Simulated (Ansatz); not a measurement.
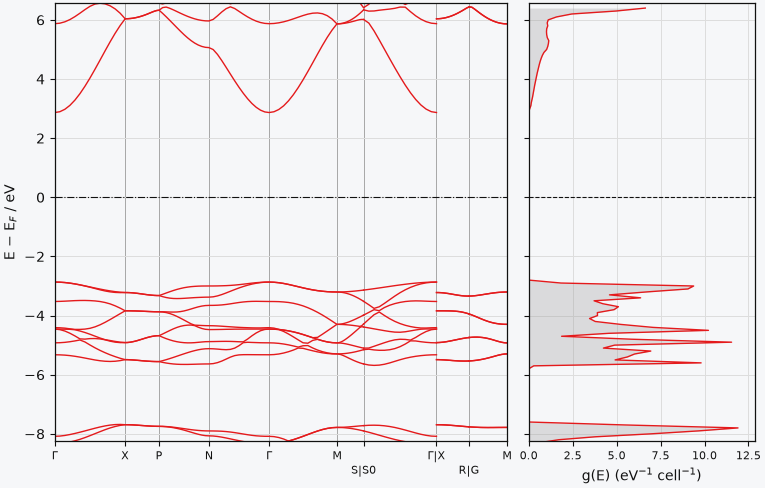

Band structure and density of states. Energies are counted from the Fermi level.

> Which of these calculations gave it?
A. MgO, space group Fm-3m, 2 atoms in the cell; PBEsol
B. TiAl3, space group Pm-3m (No. 221), 4 atoms in the cell; r2SCAN
C. SiO2, space group I-42d, 6 atoms in the cell; PBE

C. An insulator. The gap along this path is 5.73 eV and direct: both edges lie at Γ. Two bands meet at the valence-band top at Γ: it is doubly degenerate (spin aside). The top valence band spans 0.5 eV and the lowest conduction band 3.6 eV. A body-centred tetragonal lattice: the path Γ–X–P–N–Γ–M–S|S0–Γ|X–R|G–M runs through the special points of its Brillouin zone.

Method: DFT PBE, scalar-relativistic, plane waves, PAW, no spin polarisation, 6×6×6 k mesh, 420 eV cutoff, Gaussian smearing of 0.02 eV (Ansatz).
